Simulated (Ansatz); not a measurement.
Br

Input

```
crystal:
  lattice:
    - [0.0, 2.586937552, 2.586937552]
    - [2.586937552, 0.0, 2.586937552]
    - [2.586937552, 2.586937552, 0.0]
  atoms:
    - { symbol: Br, position: [0.0, 0.0, 0.0] }
    - { symbol: Br, position: [0.25, 0.25, 0.25] }
kpoints:
  mp_grid: { grid: [14, 14, 14] }
scf:
  occupations: { method: fermi_dirac, width: 0.05 }
hamiltonian:
  xc: pbe
  pseudopotentials: { kind: paw, azcp: { folder: soft_1 } }
output:
  forces: true
  stress: true
  write_density: true
  write_potential: true
  elf: true
  volumetric_format: npy
relax:
  f_tol: 0.005
  max_steps: 80
  cell: {}
```

Launched as:

```sh
ansatz run input.yaml --threads 1 --pin off --max-ram 2048MiB --backend cpu --events-out ev --progress --plain --runs-dir out
```

Below, planes, directions and counts refer to the conventional cell (a = 7.00 Å, b = 7.00 Å, c = 7.00 Å, α = 90.00°, β = 90.00°, γ = 90.00°).

The fields are those of the run's last geometry, not of the input's.

Space group Fd-3m; a generated structure, not necessarily the stable one; PAW files of the earlier set (soft_1).

The calculation used DFT, PBE, PAW with Ansatz's earlier generated frozen-core files (soft_1), scalar-relativistic in Ansatz.

Question: What can the converged valence pseudo-density and electron localisation function tell about the bonding?

Answer: Br–Br (3.03 Å): ρ is about 0.19 e/Å³ halfway; the ELF is about 0.20 at the midpoint.

Question: Does the calculation make it a metal, or give it a gap?

Answer: It is gapless in this calculation (a metal or semimetal).

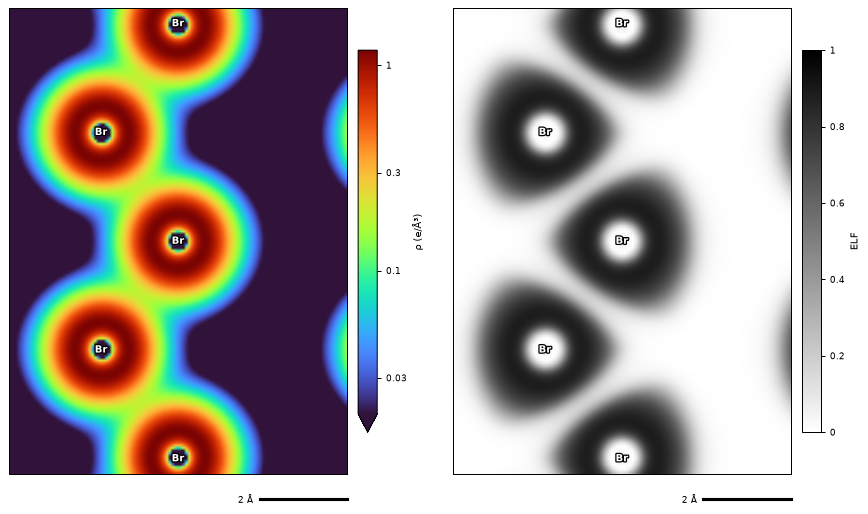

Computed valence pseudo-density and electron localisation function on the (011) plane of the conventional cell, in this order. 

The density is the valence pseudo-density of a PAW calculation; it isn't the true density close to the nuclei.
